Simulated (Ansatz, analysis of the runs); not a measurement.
# Transmission past a defect: Au wire along [100], 4 atoms a period, Ti in place of one Au, part 3 of 4

Aim: how much does this defect scatter, and at which energies?

Ansatz 0.2.0; DFT PBE, plane waves, PAW; relaxation of a wire's period (the session's first sound run).

So far. Step 2 (Relaxing the period): The cell's length comes to 2.729 Å with spin left out. That is -34 % against the start, more than a small adjustment. 6 contacts a cell pass between under 1.1 and over 1.27 times the sum of covalent radii, so the wire has rearranged from the shape that names it. Step 3 (The wire at its relaxed period): At the computed energy nearest the Fermi level there are 3 channels a spin, and the thermal average gives 3.00 G₀.

### Step 4. Relaxing the junction (continued)

Level of this step: DFT PBE, plane waves, PAW; relaxation of a junction in a wire, ends held (Ansatz).

The steps of the relaxation:

| step | energy less that of the first step (eV) | largest force component (eV/Å) |
| --- | --- | --- |
| 1 | 0.0000 | 1.0268 |
| 2 | -0.3077 | 0.5918 |
| 3 | -0.4988 | 0.3566 |
| 4 | -0.6794 | 0.2423 |
| 5 | -0.8227 | 0.1482 |
| 6 | -0.9172 | 0.0843 |
| 7 | -0.9608 | 0.0548 |
| 8 | -0.9859 | 0.0561 |
| 9 | -0.9941 | 0.0434 |
| 10 | -0.9993 | 0.0418 |

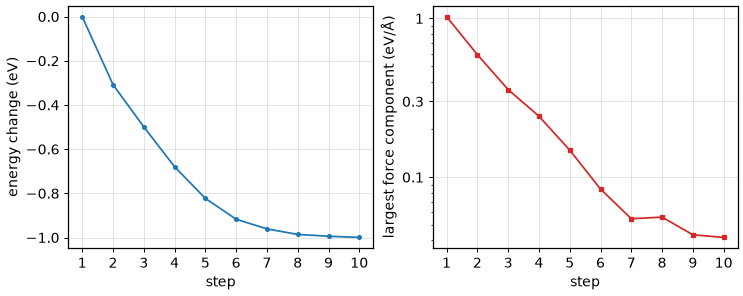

Energy and largest force along the relaxation.

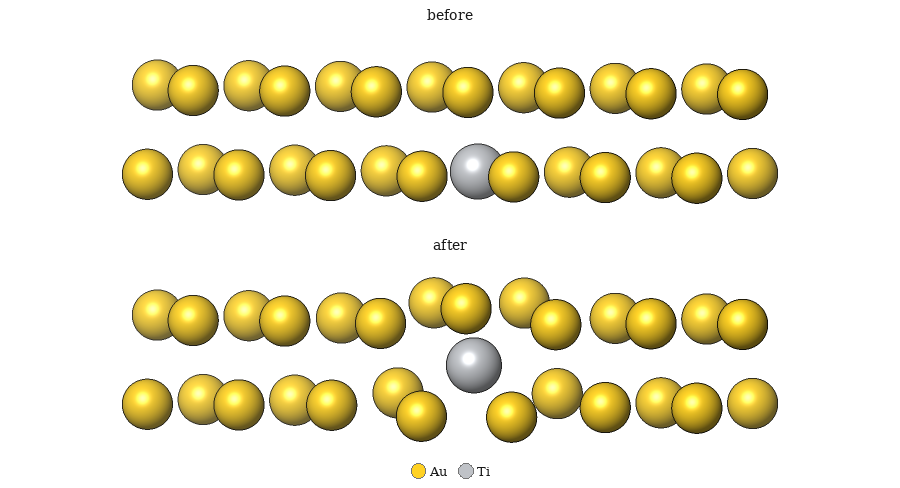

The structure before and after the relaxation, drawn at the same scale.

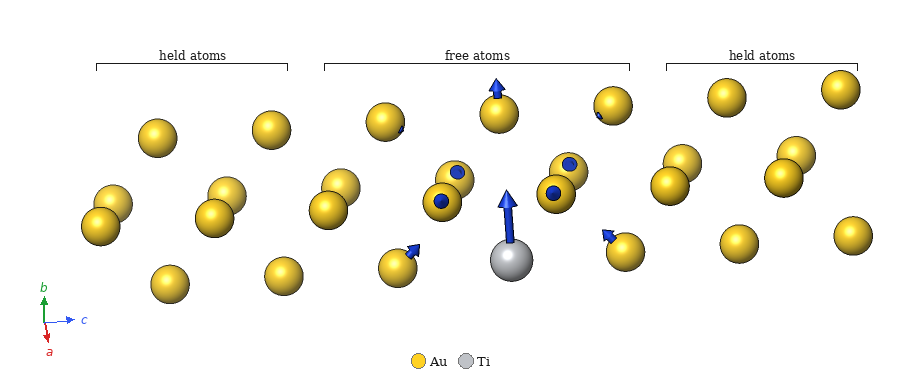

Displacements in the relaxation, scaled; the longest in the cell stands for 1.61 Å.

The atoms that moved most (Å):

| atom | dx | dy | dz | length |
| --- | --- | --- | --- | --- |
| Ti16 | -1.141 | 1.141 | 0.018 | 1.613 |
| Au15 | -0.434 | 0.434 | -0.002 | 0.613 |
| Au12 | -0.254 | 0.254 | 0.380 | 0.523 |
| Au20 | -0.267 | 0.267 | -0.331 | 0.502 |
| Au18 | 0.280 | 0.416 | -0.011 | 0.501 |
| Au17 | -0.416 | -0.280 | -0.011 | 0.501 |
| Au14 | 0.271 | 0.406 | 0.027 | 0.489 |
| Au13 | -0.406 | -0.271 | 0.027 | 0.489 |

This step gave:

| Quantity | Value |
| --- | --- |
| energy at zero smearing | -357512.6822 eV |

The largest force component on a free atom ends at 0.042 eV/Å, under the limit of 0.06. Ti ends nearest to Au at 2.53 Å, Au at 2.63 Å, Au at 2.63 Å, Au at 2.63 Å, Au at 2.63 Å, Au at 2.68 Å and Au at 2.68 Å. 7 atoms of the wire itself, hydrogen apart, moved by over 0.45 Å, up to 0.61 Å.

### Step 5. Transmission

This step: DFT PBE, plane waves, PAW; transmission of a junction in a wire (Ansatz 0.2.0).

The cell is now read as a scatterer between two semi-infinite leads, named by two sites one period apart. The scattering states in its self-consistent potential are matched to the leads' states at each energy. One point across is taken, as for a wire in vacuum.

File input.yaml:

```yaml
crystal:
  lattice:
    - [8.88, 0.0, 0.0]
    - [0.0, 8.88, 0.0]
    - [0.0, 0.0, 19.1025774643]
  atoms:
    - { symbol: Au, position: [0.359563243, 0.359563243, 0.0] }
    - { symbol: Au, position: [0.640436757, 0.640436757, 0.0] }
    - { symbol: Au, position: [0.359563243, 0.640436757, 0.071428571] }
    - { symbol: Au, position: [0.640436757, 0.359563243, 0.071428571] }
    - { symbol: Au, position: [0.359563243, 0.359563243, 0.142857143] }
    - { symbol: Au, position: [0.640436757, 0.640436757, 0.142857143] }
    - { symbol: Au, position: [0.359563243, 0.640436757, 0.214285714] }
    - { symbol: Au, position: [0.640436757, 0.359563243, 0.214285714] }
    - { symbol: Au, position: [0.3649412947, 0.360471752, 0.2872074336] }
    - { symbol: Au, position: [0.639528248, 0.6350587053, 0.2872074336] }
    - { symbol: Au, position: [0.3652109519, 0.6347890481, 0.3634080911] }
    - { symbol: Au, position: [0.6117915776, 0.3882084224, 0.3770424634] }
    - { symbol: Au, position: [0.3138818319, 0.3290157538, 0.4299908492] }
    - { symbol: Au, position: [0.6709842462, 0.6861181681, 0.4299908492] }
    - { symbol: Au, position: [0.3107456632, 0.6892543368, 0.4999031333] }
    - { symbol: Ti, position: [0.5119893442, 0.4880106558, 0.5009281335] }
    - { symbol: Au, position: [0.3127466366, 0.3280675294, 0.5708314197] }
    - { symbol: Au, position: [0.6719324706, 0.6872533634, 0.5708314197] }
    - { symbol: Au, position: [0.3653246037, 0.6346753963, 0.6367596073] }
    - { symbol: Au, position: [0.6103948993, 0.3896051007, 0.6255413476] }
    - { symbol: Au, position: [0.359563243, 0.359563243, 0.714285714] }
    - { symbol: Au, position: [0.640436757, 0.640436757, 0.714285714] }
    - { symbol: Au, position: [0.359563243, 0.640436757, 0.785714286] }
    - { symbol: Au, position: [0.640436757, 0.359563243, 0.785714286] }
    - { symbol: Au, position: [0.359563243, 0.359563243, 0.857142857] }
    - { symbol: Au, position: [0.640436757, 0.640436757, 0.857142857] }
    - { symbol: Au, position: [0.359563243, 0.640436757, 0.928571429] }
    - { symbol: Au, position: [0.640436757, 0.359563243, 0.928571429] }
kpoints:
  mp_grid: { grid: [1, 1, 5] }
scf:
  occupations: { method: fermi_dirac, width: 0.05 }
hamiltonian:
  xc: pbe
output:
  transmission:
    e_range: [-1.26, 1.26]
    de: 0.035
    kmesh: [1, 1]
    reduced_basis: true
    leads: [[24, 0]]
  dos: { projected: true, e_range: [-4, 3] }
  write_potential: true
  write_density: true
  volumetric_format: npy
  elf: true
basis:
  ecutwfc: "350 eV"
```

Started as:

```sh
$ ansatz run input.yaml --threads 4 --pin off --max-ram 16384MiB --backend cpu --events-out ev --progress --plain --runs-dir out
```

Numbers of over 12 decimals in the logs are rounded to 6 here.

Output:

```text
[...]
Crystal: 28 atoms, lattice volume = 1506.322 Å³
Basis set: ecut = 350 eV, 22387 PW (Γ)
Bands: 315, of which v1, the nominal top of the filled ones, is band 263 counted from 1 (262 counted from 0)
Symmetry: 2 space group operations
[...]
k-points: 3 of 5 (time reversal used)
[...]
SCF iter   1: F=—  HF=-357512.744242 eV  |F-HF|=—  |Δ(HF+E_count)|=         —  Δρ=3.24e-3  dr2=5.06e-1  ethr=1.77e-3  ⟨swp⟩=7.0  Hψ=3403  notcnv=0  defer=64
[...]
SCF iter   9: F=-357512.740830 eV  HF=-357512.740830 eV  |F-HF|=5.36e-9  |Δ(HF+E_count)|=   1.56e-8  Δρ=8.18e-7  dr2=1.65e-8  ethr=1.90e-11  ⟨swp⟩=15.0  Hψ=3727  notcnv=0
SCF 1 converged in 9 iterations: F = -357512.740830 eV  dr2 = 1.65e-8
[...]
transmission: 23 of 138 steps passed
transmission: 46 of 138 steps passed
[...]
transmission: 138 of 138 steps passed
WARN: The output density's exchange-correlation potential varies sharply where the density is thin. Do not read a vacuum level from v_tot or v_xc, or from such a field of the output density. On a cell that repeats whose density bears no net charge and no dipole along the vacuum's axis use v_es (v_loc + v_h of the components); under efield.dipole_correction with no amplitude use v_es + v_field, which holds any externa [...]
SCF converged after 9 iterations
Free energy (F): -357512.740830 eV
[...]
Internal energy: -357512.673846 eV  (E = F + TS)
E sigma→0 (E₀):  -357512.707338 eV
Entropy (-TS):   -0.066984 eV (-2.392 meV/atom)
Fermi energy:    2.879216 eV
[...]
--- Band table (eV) ---
  k-point 0: bands = [... 259 lower, 2.5146, 2.6283, 2.6559, 2.7142, 2.9450, 3.4126, 3.4324, 3.5718, ... 48 higher]
  k-point 1: bands = [... 259 lower, 2.3596, 2.4963, 2.6992, 2.8446, 3.0390, 3.3976, 3.4350, 3.5431, ... 48 higher]
  k-point 2: bands = [... 259 lower, 2.1784, 2.3614, 2.7247, 3.0574, 3.1162, 3.4026, 3.4362, 3.5117, ... 48 higher]
--- Transmission ---
  basis      : 577 plane waves across, 23 finite elements along
  points     : 1, standing for a mesh of 1 x 1
[...]
crystal 0  : Au4, at the sites [24, 0], period 2.7289 Å, over 10.92 Å; its Hamiltonian steps by up to 225.2 meV: too much for a lead, lay more layers or, if its atoms are ordered, name the step of that order
[...]
filled         : 2.7 meV under the level at which it is neutral
    channels       : 3.000000e0 a spin
[...]
junction   : crystal 0 to crystal 0, -0.68 to 15.69 Å
    transmission   : 1.847684e0 a spin
    error estimate : 2.096315e-4 a spin from the reduction of the transverse basis, at the most 5.347884e-3 at -1.225000 eV
    conductance    : 1.8168e14 S/m² at 300 K (1.8167e14 on every other energy)
    error estimate : 0.0 % from the energy spacing and 0.0 % from band edges of the leads and from resonances (wavevectors taken as independent; lower de), 0.0 % from the reduction of the transverse basis, 1.2 % from the steps of its leads' Hamiltonians or their offsets (lay more layers), 0.0 % from the distance to neutral
    resistance     : 2.1118e-3 Ω µm² beyond half of each lead's own
```

It took 3.4 min on 4 threads of Arm Neoverse V2, shared host; peak memory 4.4 GiB; 12 min of CPU time.

Numbers from this step:

```yaml
energy_at_zero_smearing: -357512.7073 eV
transmission_at_the_energy_nearest_the_fermi_level_one_spin: 1.848
step_of_the_lead_s_hamiltonian: 225.2 meV
conductance_of_the_junction: 1.849 G₀
```

Transmission, one spin against energy, zero at the Fermi level:

| energy (eV) | transmission, one spin |
| --- | --- |
| -1.190 | 2.77 |
| -1.120 | 2.84 |
| -1.085 | 2.81 |
| -1.015 | 2.71 |
| -0.910 | 2.54 |
| -0.805 | 2.39 |
| -0.700 | 2.27 |
| -0.595 | 2.16 |
| -0.490 | 2.06 |
| -0.385 | 1.98 |
| -0.315 | 1.93 |
| -0.210 | 1.89 |
| -0.105 | 1.86 |
| 0.000 | 1.85 |
| 0.105 | 1.85 |
| 0.210 | 1.86 |
| 0.315 | 1.88 |
| 0.385 | 1.90 |
| 0.490 | 1.96 |
| 0.525 | 2.01 |
| 0.595 | 1.35 |
| 0.700 | 1.70 |
| 0.805 | 1.65 |
| 0.910 | 1.61 |
| 1.015 | 1.69 |
| 1.085 | 1.68 |
| 1.190 | 1.72 |

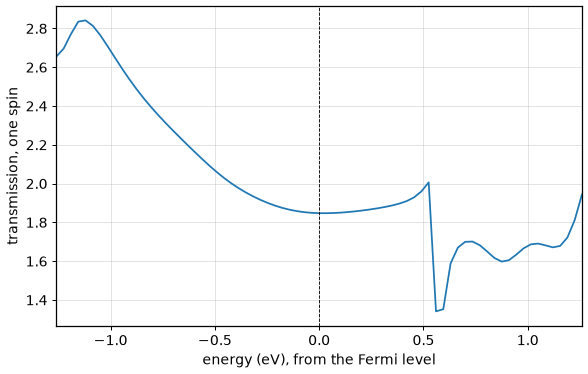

Transmission, one spin against energy.

Open channels of the lead, one spin against energy, zero at the Fermi level:

| energy (eV) | open channels of the lead, one spin |
| --- | --- |
| -1.190 | 3 |
| -1.015 | 3 |
| -0.805 | 3 |
| -0.595 | 3 |
| -0.385 | 3 |
| -0.210 | 3 |
| 0.000 | 3 |
| 0.210 | 3 |
| 0.385 | 3 |
| 0.595 | 4 |
| 0.805 | 4 |
| 1.015 | 4 |
| 1.190 | 4 |

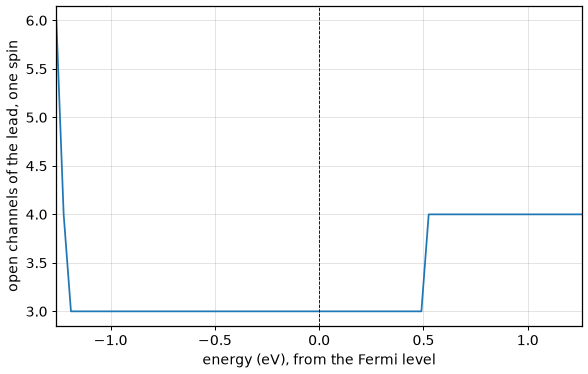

Open channels of the lead, one spin against energy.

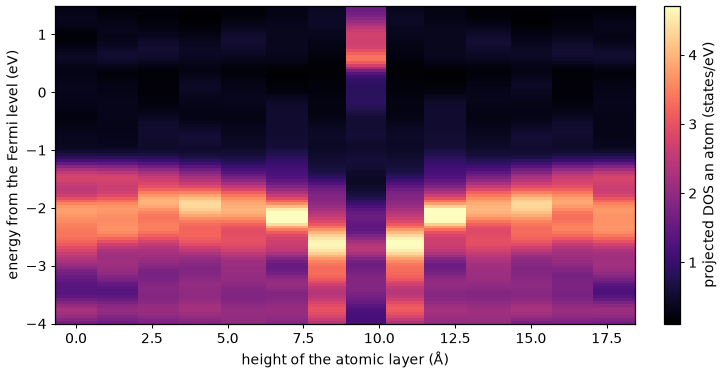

Projected DOS an atom over height of the atomic layer and energy from the Fermi level. Layers: Au2 Au2 Au2 Au2 Au2 Au2 Au2 TiAu Au2 Au2 Au2 Au2 Au2 Au2 (hydrogen named only where alone); broadened by a Gaussian of 0.15 eV, since few k-points sample the long cell.

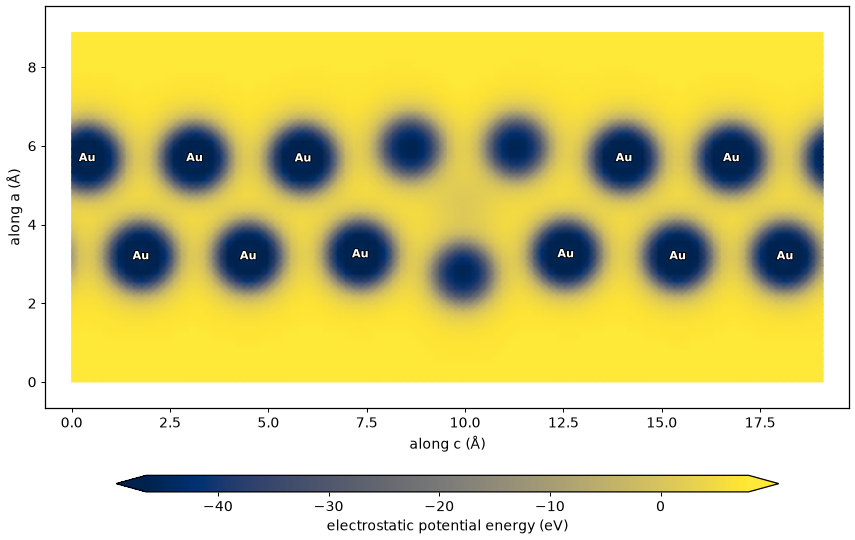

Electrostatic potential energy in the ca plane at fractional y = 0.635, with atoms of Au within 0.2 Å of it. With pseudopotentials it is smooth inside the atoms' cores, unlike the true potential.

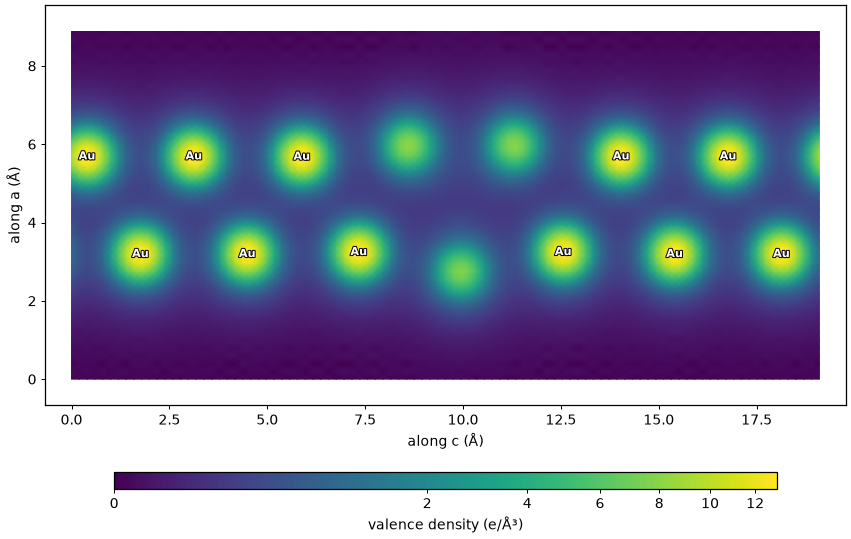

Valence density in the ca plane at fractional y = 0.635, with atoms of Au within 0.2 Å of it. It is the smooth field of the valence electrons, not physical close to the nuclei. The colour scale is stretched toward low values.

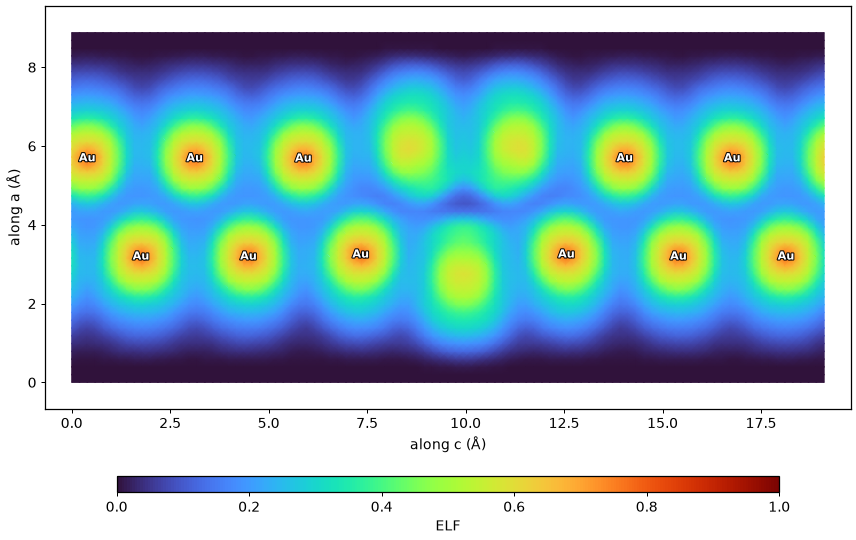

ELF in the ca plane at fractional y = 0.635, with atoms of Au within 0.2 Å of it. It is the smooth field of the valence electrons, not physical close to the nuclei.

By hand: the program gives 1.8168 × 10^14 S/m² over the cell's cross-section of 78.85 Å² = 7.885 × 10^-19 m², so one cell conducts 1.433 × 10^-4 S. Divided by G0 = 2e²/h = 7.748 × 10^-5 S this is 1.85 G0, a resistance of 6.98 kΩ.

The conductance is 1.85 G₀, with 3 channels a spin open in the lead. The lead's Hamiltonian steps by 225.2 meV, which the program calls too much for a lead.

### Step 6. Landauer integrals

This step: Landauer integrals over the computed T(E), interpolated linearly between its energies (analysis of the runs above).

Conductance and thermopower are moments of T(E) over the thermal window; sliding the window along E stands for a gate that leaves T(E) rigid.

Numbers from this step:

```
conductance at 300 K, interpolated from T(E) : 1.849 G₀
thermopower at 300 K                         : 0.1321 μV/K
Lorenz number over L0                        : 1.002
```

T(E) held rigid; rough near sharp steps of T(E). Table of conductance at 300 K by shift of the leads' level:

| shift of the leads' level (eV) | conductance at 300 K (G₀) |
| --- | --- |
| -0.900 | 2.53 |
| -0.750 | 2.33 |
| -0.600 | 2.17 |
| -0.500 | 2.07 |
| -0.350 | 1.96 |
| -0.200 | 1.88 |
| -0.050 | 1.85 |
| 0.050 | 1.85 |
| 0.200 | 1.86 |
| 0.350 | 1.89 |
| 0.500 | 1.86 |
| 0.600 | 1.52 |
| 0.750 | 1.68 |
| 0.900 | 1.62 |

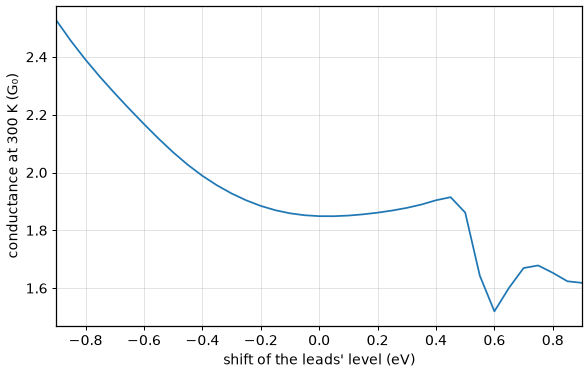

Conductance at 300 K, plotted against shift of the leads' level.

T(E) held rigid; rough near sharp steps of T(E). Thermopower at 300 K against shift of the leads' level:

| shift of the leads' level (eV) | thermopower at 300 K (μV/K) |
| --- | --- |
| -0.8 | 3.83 |
| -0.6 | 3.47 |
| -0.4 | 2.61 |
| -0.2 | 1.33 |
| 0.0 | 0.132 |
| 0.2 | -0.521 |
| 0.4 | -0.869 |
| 0.6 | 0.623 |
| 0.8 | 2.45 |

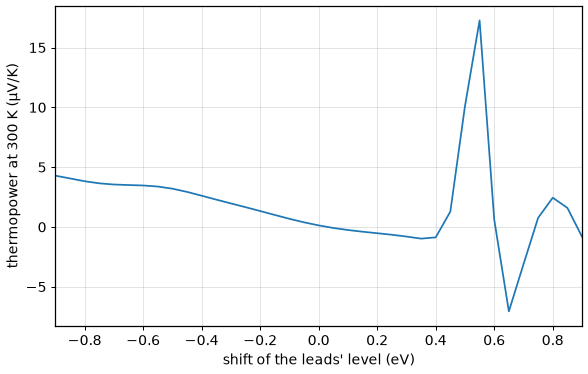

Thermopower at 300 K, plotted against shift of the leads' level.

(Part 3 of 4 ends here.)

[Logs are printed without paths, hosts, clocks, repeated set-up lines and the standing remarks that a program may print on its own settings, such as how far it seeks lower states.]

[Hosts, paths, dates, database ids (printed as entryN), source tags and the programs' standing remarks are cut or masked in the printed files.]
